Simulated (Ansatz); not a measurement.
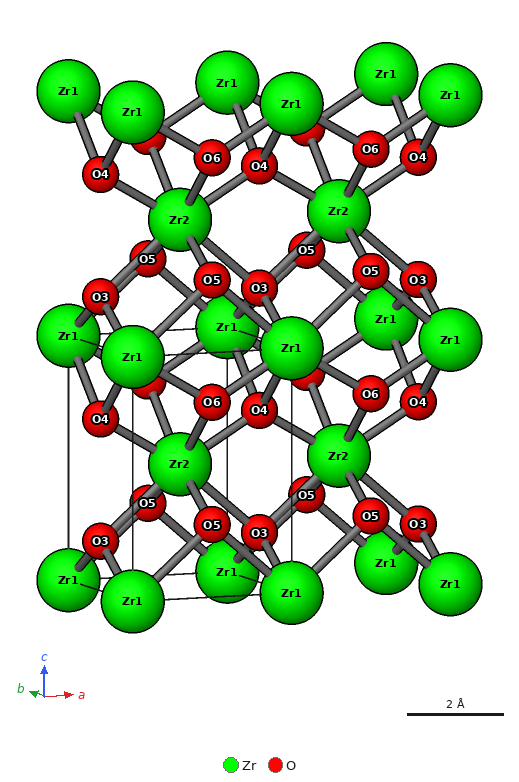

Fig. 1: The structure as given in the input (ball-and-stick view of the cell of the calculation, repeated 2 × 1 × 2, seen slightly off an axis; atoms are numbered from 1 in the order of the input). An atom can appear more than once, as a periodic image.

## ZrO$_{2}$: geometry relaxation (part 1 of 2)

ZrO$_{2}$ (P4₂/nmc, 6 atoms in the cell), computed with DFT r2SCAN, scalar-relativistic, plane waves, PAW, no spin polarisation (Ansatz 0.2.0).

The structure derives from an entry of the Crystallography Open Database. Figures and captions count atoms from 1; the log counts them from 0 in places.

Input file
```yaml
crystal:
  lattice:
    - [3.5961, 0.0, 0.0]
    - [0.0, 3.5961, 0.0]
    - [0.0, 0.0, 5.177]
  atoms:
    - { symbol: Zr, position: [0.0, 0.0, 0.0] }
    - { symbol: Zr, position: [0.5, 0.5, 0.5] }
    - { symbol: O, position: [0.0, 0.5, 0.203] }
    - { symbol: O, position: [0.0, 0.5, 0.703] }
    - { symbol: O, position: [0.5, 0.0, 0.297] }
    - { symbol: O, position: [0.5, 0.0, 0.797] }
basis:
  ecutwfc: 500
kpoints:
  mp_grid: { grid: [6, 6, 6] }
hamiltonian:
  xc: r2scan
scf:
  occupations: { method: gaussian, width: 0.02 }
output:
  forces: true
  stress: true
  eigenvalues: true
  write_density: true
  write_potential: true
  elf: true
  volumetric_format: npy
relax:
  adjacent_minimum: "off"
  f_tol: 0.005
  max_steps: 80
  cell: { stress_tol: 0.05 }
```

Machine: 4 threads of Intel Xeon (Sapphire Rapids), 192 GiB of memory available, shared host.

Run as:
```bash
ansatz run input.yaml --threads 4 --pin off --max-ram 10240MiB --backend cpu --events-out ev --progress --plain --runs-dir out
```

Log
```
Engine: ansatz 0.2.0, x86_64-unknown-linux-gnu
Pseudopotentials: kind: paw
Pseudopotential: Zr, paw, valence charge 12, recommended cutoff 500 eV (meta_gga), Zr.paw.azcp
Pseudopotential: O, paw, valence charge 6, recommended cutoff 500 eV (meta_gga), O.paw.azcp
Functional definition: r2SCAN
  parameter k0 = 0.174
  parameter k1 = 0.065
  parameter a1 = 4.9479
  exchange = r2scan_x(k0 = k0, k1 = k1, a1 = a1)
  correlation = r2scan_c
Crystal: 6 atoms, lattice volume = 66.949 Å³
Basis set: ecut = 500 eV, 1715 PW (Γ), exchange–correlation on 108×108×160 points (64 copies of the dense FFT grid, shifted against one another)
Bands: 30, of which v1, the nominal top of the filled ones, is band 24 counted from 1 (23 counted from 0)
Symmetry: 16 space group operations
Space group: P42/nmc (ITA 137), of the structure as read, at distance tolerance 4.1e-5 Å
k-points: 40 of 216
Non-local potential: Zr, projectors of the file, l = 0: 3, l = 1: 2, l = 2: 2, l = 3: 2
Non-local potential: O, projectors of the file, l = 0: 2, l = 1: 2, l = 2: 1
PAW form: soft (Blöchl's): semilocal exchange-correlation on the pseudo side does not see the compensation charge
PAW frozen core: Zr, regenerated for the run's functional (the file was generated under x = pbe(κ = 0.804, μ = 0.2195149727645171), c = pbe(β = 0.06672455060314922))
PAW frozen core: O, regenerated for the run's functional (the file was generated under x = pbe(κ = 0.804, μ = 0.2195149727645171), c = pbe(β = 0.06672455060314922))
PAW one-centre angular grid: Zr, 590 points (default); XC on 160 Gauss nodes
PAW one-centre angular grid: O, 302 points (default); XC on 160 Gauss nodes
Initial density: superposition of atomic densities (neutral atoms: chi_scale 0, normalization atom), corrected by the library's trained network
Initial wavefunctions: pseudopotential atomic-orbital guess
Functional: x = r2scan, c = r2scan; τ floored in thin density (d = 2e-4 eV/Å³)
SCF iter   1: F=—  HF=-10676.158527 eV  |F-HF|=—  |Δ(HF+E_count)|=         —  Δρ=1.52e-2  dr2=1.83e-1  dr2_τ=3.87e-1  ethr=1.77e-3  ⟨swp⟩=6.0  Hψ=5026  notcnv=0
preconditioner: auto → Resta (q_TF=auto, 2.581 Å⁻¹)  ε∞=3.8  [insulator: Δε(μ)=4.881 eV  Ē_g=17.878 eV  σ=0.020 eV  W_gap=1.00  n_scr=20 (ndim 8)  ℏωp=30.1 eV  f_vac=0.019  D(μ)=0.00/eV (n_scr^D=0)  ε∞_Penn≈3.8]
SCF iter   2: F=—  HF=-10676.286709 eV  |F-HF|=—  |Δ(HF+E_count)|=   1.28e-1  Δρ=6.61e-3  dr2=1.27e-2  dr2_τ=6.53e-3  ethr=3.82e-4  ⟨swp⟩=2.0  Hψ=2301  notcnv=0  defer=80
SCF iter   3: F=—  HF=-10676.286438 eV  |F-HF|=—  |Δ(HF+E_count)|=   2.71e-4  Δρ=2.77e-3  dr2=2.36e-3  dr2_τ=3.47e-4  ethr=2.65e-5  ⟨swp⟩=2.0  Hψ=2222  notcnv=0  defer=80
SCF iter   4: F=—  HF=-10676.286498 eV  |F-HF|=—  |Δ(HF+E_count)|=   5.93e-5  Δρ=3.89e-4  dr2=4.17e-5  dr2_τ=1.05e-5  ethr=4.92e-6  ⟨swp⟩=2.0  Hψ=2144  notcnv=0  defer=80
SCF iter   5: F=—  HF=-10676.286522 eV  |F-HF|=—  |Δ(HF+E_count)|=   2.45e-5  Δρ=8.33e-5  dr2=4.03e-6  dr2_τ=3.59e-7  ethr=8.69e-8  ⟨swp⟩=2.0  Hψ=2065  notcnv=0  defer=80
SCF iter   6: F=—  HF=-10676.286522 eV  |F-HF|=—  |Δ(HF+E_count)|=   9.79e-8  Δρ=2.52e-5  dr2=4.49e-7  dr2_τ=3.13e-8  ethr=8.40e-9  ⟨swp⟩=2.0  Hψ=1760  notcnv=0  defer=80
SCF iter   7: F=-10676.286522 eV  HF=-10676.286522 eV  |F-HF|=7.60e-9  |Δ(HF+E_count)|=   7.95e-8  Δρ=4.28e-6  dr2=1.35e-8  dr2_τ=3.39e-10  ethr=2.08e-10  ⟨swp⟩=13.8  Hψ=8050  notcnv=0
SCF 1 converged in 7 iterations: F = -10676.286522 eV  dr2 = 1.35e-8
  greatest PAW one-centre occupation: 0.990 electrons in one spin orbital (limit 2), on the Zr atom at site 1 (counted from 0), in its partial waves of l = 1
relax step   1: F+E_penalty+E_count = -10676.28652197 eV  Δ(F+E_penalty+E_count) = +0.000e0 eV  max|allowed force component| = 6.417e-2 eV/Å  Δτ_max = 0.0000 Å  P = +1.473 GPa  Ω = 66.949 Å³  (7 SCF iters, dr2 threshold 1.00e-7 eV, accepted)
Crystal: 6 atoms, lattice volume = 67.596 Å³
Basis set: ecut = 500 eV, 1723 PW (Γ), exchange–correlation on 108×108×160 points (64 copies of the dense FFT grid, shifted against one another)
Initial density: handed on by an earlier stage of this run
Initial wavefunctions: those handed on with the density
iter 1 solved again at ethr=3.65e-6 eV; its pass at ethr=3.10e-3 eV (dr2=1.75e-3 eV) is discarded
SCF iter   1: F=—  HF=-10676.284835 eV  |F-HF|=—  |Δ(HF+E_count)|=         —  Δρ=1.83e-3  dr2=1.75e-3  dr2_τ=1.51e-2  ethr=3.65e-6  ⟨swp⟩=2.0  Hψ=6575  notcnv=0
preconditioner: auto → Resta (q_TF=auto, 2.577 Å⁻¹)  ε∞=3.9  [insulator: Δε(μ)=4.561 eV  Ē_g=17.637 eV  σ=0.020 eV  W_gap=1.00  n_scr=20 (ndim 8)  ℏωp=30.0 eV  f_vac=0.022  D(μ)=0.00/eV (n_scr^D=0)  ε∞_Penn≈3.9]
SCF iter   2: F=—  HF=-10676.290289 eV  |F-HF|=—  |Δ(HF+E_count)|=   5.45e-3  Δρ=7.96e-4  dr2=3.42e-4  dr2_τ=5.01e-5  ethr=3.64e-6  ⟨swp⟩=2.0  Hψ=2237  notcnv=0
SCF iter   3: F=—  HF=-10676.290286 eV  |F-HF|=—  |Δ(HF+E_count)|=   3.15e-6  Δρ=3.34e-4  dr2=6.76e-5  dr2_τ=7.49e-6  ethr=7.12e-7  ⟨swp⟩=1.0  Hψ=1200  notcnv=0
SCF iter   4: F=—  HF=-10676.290294 eV  |F-HF|=—  |Δ(HF+E_count)|=   8.00e-6  Δρ=6.94e-5  dr2=2.29e-6  dr2_τ=1.86e-7  ethr=1.41e-7  ⟨swp⟩=2.3  Hψ=1771  notcnv=0
SCF iter   5: F=-10676.290295 eV  HF=-10676.290295 eV  |F-HF|=1.53e-7  |Δ(HF+E_count)|=   1.13e-6  Δρ=2.84e-5  dr2=3.11e-7  dr2_τ=4.29e-8  ethr=1.25e-9  ⟨swp⟩=10.6  Hψ=9281  notcnv=0
SCF 2 converged in 5 iterations: F = -10676.290295 eV  dr2 = 3.11e-7
relax step   2: F+E_penalty+E_count = -10676.29029459 eV  Δ(F+E_penalty+E_count) = -3.773e-3 eV  max|allowed force component| = 1.056e-1 eV/Å  Δτ_max = 0.0073 Å  P = -0.467 GPa  Ω = 67.596 Å³  energy of the carried Pulay correction = -5.245e-4 eV  (5 SCF iters, dr2 threshold 6.00e-7 eV, accepted)
Crystal: 6 atoms, lattice volume = 67.675 Å³
iter 1 solved again at ethr=5.35e-7 eV; its pass at ethr=3.10e-3 eV (dr2=2.57e-4 eV) is discarded
SCF iter   1: F=—  HF=-10676.292351 eV  |F-HF|=—  |Δ(HF+E_count)|=         —  Δρ=7.58e-4  dr2=2.46e-4  dr2_τ=5.73e-3  ethr=5.35e-7  ⟨swp⟩=2.0  Hψ=6317  notcnv=0
preconditioner: auto → Resta (q_TF=auto, 2.576 Å⁻¹)  ε∞=3.9  [insulator: Δε(μ)=4.580 eV  Ē_g=17.647 eV  σ=0.020 eV  W_gap=1.00  n_scr=20 (ndim 8)  ℏωp=29.9 eV  f_vac=0.020  D(μ)=0.00/eV (n_scr^D=0)  ε∞_Penn≈3.9]
SCF iter   2: F=—  HF=-10676.292473 eV  |F-HF|=—  |Δ(HF+E_count)|=   1.22e-4  Δρ=4.02e-4  dr2=7.33e-5  dr2_τ=8.92e-6  ethr=5.12e-7  ⟨swp⟩=2.0  Hψ=1913  notcnv=0
SCF iter   3: F=—  HF=-10676.292476 eV  |F-HF|=—  |Δ(HF+E_count)|=   2.99e-6  Δρ=1.65e-4  dr2=1.33e-5  dr2_τ=2.98e-6  ethr=1.53e-7  ⟨swp⟩=2.4  Hψ=1860  notcnv=0
SCF iter   4: F=—  HF=-10676.292479 eV  |F-HF|=—  |Δ(HF+E_count)|=   2.43e-6  Δρ=4.40e-5  dr2=6.17e-7  dr2_τ=9.82e-8  ethr=2.76e-8  ⟨swp⟩=2.0  Hψ=1820  notcnv=0
SCF iter   5: F=-10676.292479 eV  HF=-10676.292479 eV  |F-HF|=9.45e-8  |Δ(HF+E_count)|=   4.58e-7  Δρ=1.93e-5  dr2=1.22e-7  dr2_τ=1.68e-8  ethr=1.25e-9  ⟨swp⟩=9.5  Hψ=7797  notcnv=0
SCF 3 converged in 5 iterations: F = -10676.292479 eV  dr2 = 1.22e-7
relax step   3: F+E_penalty+E_count = -10676.29247942 eV  Δ(F+E_penalty+E_count) = -2.185e-3 eV  max|allowed force component| = 7.707e-2 eV/Å  Δτ_max = 0.0057 Å  P = -0.530 GPa  Ω = 67.675 Å³  energy of the carried Pulay correction = -5.879e-4 eV  (5 SCF iters, dr2 threshold 6.00e-7 eV, accepted)
Crystal: 6 atoms, lattice volume = 67.635 Å³
iter 1 solved again at ethr=6.14e-6 eV; its pass at ethr=3.10e-3 eV (dr2=2.94e-3 eV) is discarded
SCF iter   1: F=—  HF=-10676.293098 eV  |F-HF|=—  |Δ(HF+E_count)|=         —  Δρ=2.45e-3  dr2=2.81e-3  dr2_τ=5.86e-2  ethr=6.14e-6  ⟨swp⟩=2.8  Hψ=6590  notcnv=0
preconditioner: auto → Resta (q_TF=auto, 2.577 Å⁻¹)  ε∞=3.9  [insulator: Δε(μ)=4.616 eV  Ē_g=17.686 eV  σ=0.020 eV  W_gap=1.00  n_scr=20 (ndim 8)  ℏωp=30.0 eV  f_vac=0.019  D(μ)=0.00/eV (n_scr^D=0)  ε∞_Penn≈3.9]
SCF iter   2: F=—  HF=-10676.294729 eV  |F-HF|=—  |Δ(HF+E_count)|=   1.63e-3  Δρ=1.36e-3  dr2=9.43e-4  dr2_τ=8.95e-5  ethr=5.86e-6  ⟨swp⟩=2.0  Hψ=2080  notcnv=0
SCF iter   3: F=—  HF=-10676.294691 eV  |F-HF|=—  |Δ(HF+E_count)|=   3.81e-5  Δρ=6.35e-4  dr2=1.81e-4  dr2_τ=4.55e-5  ethr=1.97e-6  ⟨swp⟩=2.0  Hψ=1834  notcnv=0
SCF iter   4: F=—  HF=-10676.294699 eV  |F-HF|=—  |Δ(HF+E_count)|=   7.96e-6  Δρ=1.89e-4  dr2=9.59e-6  dr2_τ=1.96e-6  ethr=3.77e-7  ⟨swp⟩=2.0  Hψ=1786  notcnv=0
SCF iter   5: F=—  HF=-10676.294708 eV  |F-HF|=—  |Δ(HF+E_count)|=   9.24e-6  Δρ=1.04e-4  dr2=3.03e-6  dr2_τ=4.39e-7  ethr=2.00e-8  ⟨swp⟩=2.2  Hψ=1735  notcnv=0
SCF iter   6: F=-10676.294711 eV  HF=-10676.294711 eV  |F-HF|=1.24e-8  |Δ(HF+E_count)|=   3.01e-6  Δρ=9.95e-6  dr2=2.38e-8  dr2_τ=3.16e-9  ethr=1.25e-9  ⟨swp⟩=7.4  Hψ=8348  notcnv=0
SCF 4 converged in 6 iterations: F = -10676.294711 eV  dr2 = 2.38e-8
relax step   4: F+E_penalty+E_count = -10676.29471080 eV  Δ(F+E_penalty+E_count) = -2.231e-3 eV  max|allowed force component| = 6.761e-4 eV/Å  Δτ_max = 0.0179 Å  P = +0.611 GPa  Ω = 67.635 Å³  energy of the carried Pulay correction = -5.557e-4 eV  (6 SCF iters, dr2 threshold 6.00e-7 eV, accepted)
Crystal: 6 atoms, lattice volume = 67.811 Å³
Basis set: ecut = 500 eV, 1739 PW (Γ), exchange–correlation on 108×108×160 points (64 copies of the dense FFT grid, shifted against one another)
iter 1 solved again at ethr=2.40e-7 eV; its pass at ethr=3.10e-3 eV (dr2=1.15e-4 eV) is discarded
SCF iter   1: F=—  HF=-10676.294837 eV  |F-HF|=—  |Δ(HF+E_count)|=         —  Δρ=4.46e-4  dr2=9.55e-5  dr2_τ=7.33e-4  ethr=2.40e-7  ⟨swp⟩=2.8  Hψ=6375  notcnv=0
preconditioner: auto → Resta (q_TF=auto, 2.576 Å⁻¹)  ε∞=3.9  [insulator: Δε(μ)=4.618 eV  Ē_g=17.673 eV  σ=0.020 eV  W_gap=1.00  n_scr=20 (ndim 8)  ℏωp=29.9 eV  f_vac=0.020  D(μ)=0.00/eV (n_scr^D=0)  ε∞_Penn≈3.9]
SCF iter   2: F=—  HF=-10676.295187 eV  |F-HF|=—  |Δ(HF+E_count)|=   3.50e-4  Δρ=1.91e-4  dr2=1.79e-5  dr2_τ=2.22e-6  ethr=1.99e-7  ⟨swp⟩=2.0  Hψ=2059  notcnv=0
SCF iter   3: F=—  HF=-10676.295187 eV  |F-HF|=—  |Δ(HF+E_count)|=   7.68e-8  Δρ=6.77e-5  dr2=2.85e-6  dr2_τ=2.81e-7  ethr=3.74e-8  ⟨swp⟩=2.1  Hψ=2029  notcnv=0
SCF iter   4: F=-10676.295187 eV  HF=-10676.295187 eV  |F-HF|=2.68e-8  |Δ(HF+E_count)|=   2.58e-7  Δρ=1.26e-5  dr2=9.79e-8  dr2_τ=8.25e-9  ethr=1.25e-9  ⟨swp⟩=10.2  Hψ=9204  notcnv=0
SCF 5 converged in 4 iterations: F = -10676.295187 eV  dr2 = 9.79e-8
relax step   5: F+E_penalty+E_count = -10676.29518748 eV  Δ(F+E_penalty+E_count) = -4.767e-4 eV  max|allowed force component| = 1.788e-4 eV/Å  Δτ_max = 0.0014 Å  P = -0.012 GPa  Ω = 67.811 Å³  energy of the carried Pulay correction = -6.971e-4 eV  (4 SCF iters, dr2 threshold 6.00e-7 eV, accepted)
Initial wavefunctions: pseudopotential atomic-orbital guess (no wavefunctions were taken with the density)
iter 1 solved again at ethr=7.11e-9 eV; its pass at ethr=3.10e-3 eV (dr2=3.41e-6 eV) is discarded
SCF iter   1: F=—  HF=-10676.295812 eV  |F-HF|=—  |Δ(HF+E_count)|=         —  Δρ=1.39e-4  dr2=4.67e-7  dr2_τ=1.31e-6  ethr=7.11e-9  ⟨swp⟩=3.7  Hψ=8791  notcnv=0
preconditioner: auto → Resta (q_TF=auto, 2.576 Å⁻¹)  ε∞=3.9  [insulator: Δε(μ)=4.619 eV  Ē_g=17.676 eV  σ=0.020 eV  W_gap=1.00  n_scr=20 (ndim 8)  ℏωp=29.9 eV  f_vac=0.019  D(μ)=0.00/eV (n_scr^D=0)  ε∞_Penn≈3.9]
SCF iter   2: F=—  HF=-10676.295846 eV  |F-HF|=—  |Δ(HF+E_count)|=   3.42e-5  Δρ=7.09e-5  dr2=1.46e-7  dr2_τ=1.76e-6  ethr=9.73e-10  ⟨swp⟩=2.3  Hψ=1889  notcnv=0
SCF iter   3: F=—  HF=-10676.295854 eV  |F-HF|=—  |Δ(HF+E_count)|=   8.26e-6  Δρ=6.07e-6  dr2=2.19e-8  dr2_τ=4.68e-9  ethr=3.04e-10  ⟨swp⟩=2.0  Hψ=1822  notcnv=0
SCF iter   4: F=—  HF=-10676.295854 eV  |F-HF|=—  |Δ(HF+E_count)|=   1.33e-8  Δρ=2.83e-6  dr2=1.88e-9  dr2_τ=2.52e-9  ethr=4.56e-11  ⟨swp⟩=2.0  Hψ=1734  notcnv=0
SCF iter   5: F=—  HF=-10676.295854 eV  |F-HF|=—  |Δ(HF+E_count)|=   9.50e-9  Δρ=6.03e-7  dr2=1.89e-10  dr2_τ=7.79e-11  ethr=3.91e-12  ⟨swp⟩=2.0  Hψ=1727  notcnv=0
SCF iter   6: F=-10676.295854 eV  HF=-10676.295854 eV  |F-HF|=1.82e-12  |Δ(HF+E_count)|=  1.82e-12  Δρ=1.91e-7  dr2=1.52e-11  dr2_τ=4.64e-12  ethr=1.00e-12  ⟨swp⟩=5.8  Hψ=5353  notcnv=0
SCF 6 converged in 6 iterations: F = -10676.295854 eV  dr2 = 1.52e-11
relax step   6: F+E_penalty+E_count = -10676.29585440 eV  Δ(F+E_penalty+E_count) = -6.669e-4 eV  max|allowed force component| = 2.466e-4 eV/Å  Δτ_max = 0.0000 Å  P = -0.019 GPa  Ω = 67.811 Å³  stress off target by 2.15e-2 GPa  SCF on the basis re-selected at this cell (its energy is not comparable with the rows above)  (6 SCF iters)
```

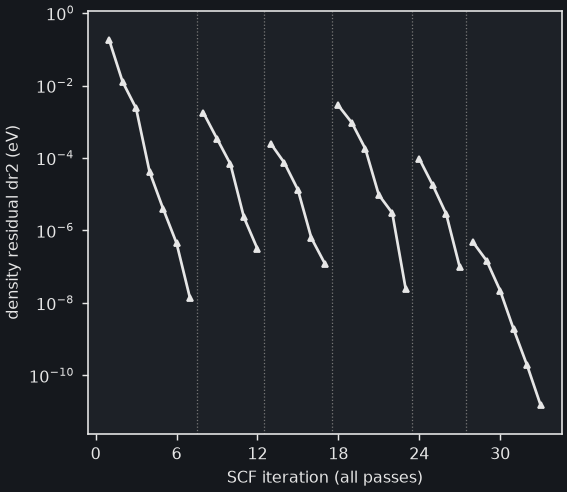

Fig. 2: Convergence of the self-consistent field: density residual dr2 against the SCF iteration. The dotted lines part the SCF passes of the relaxation: geometry steps, rejected trials and re-solves on a re-selected basis. The 6 passes take 4 to 7 iterations each, 33 in all.

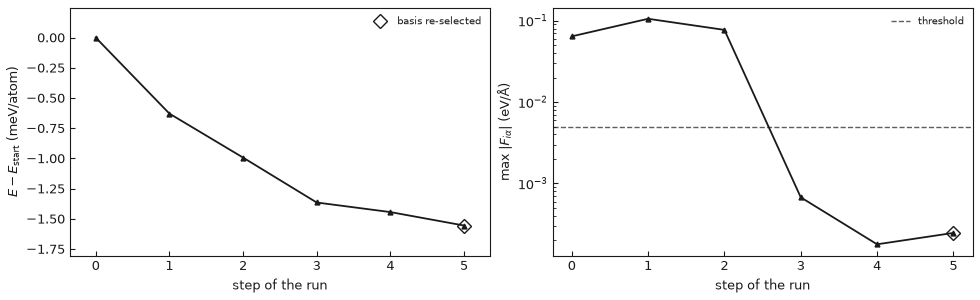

Fig. 3: Progress of the relaxation, step by step (the first geometry is step 0 here and step 1 in the log).
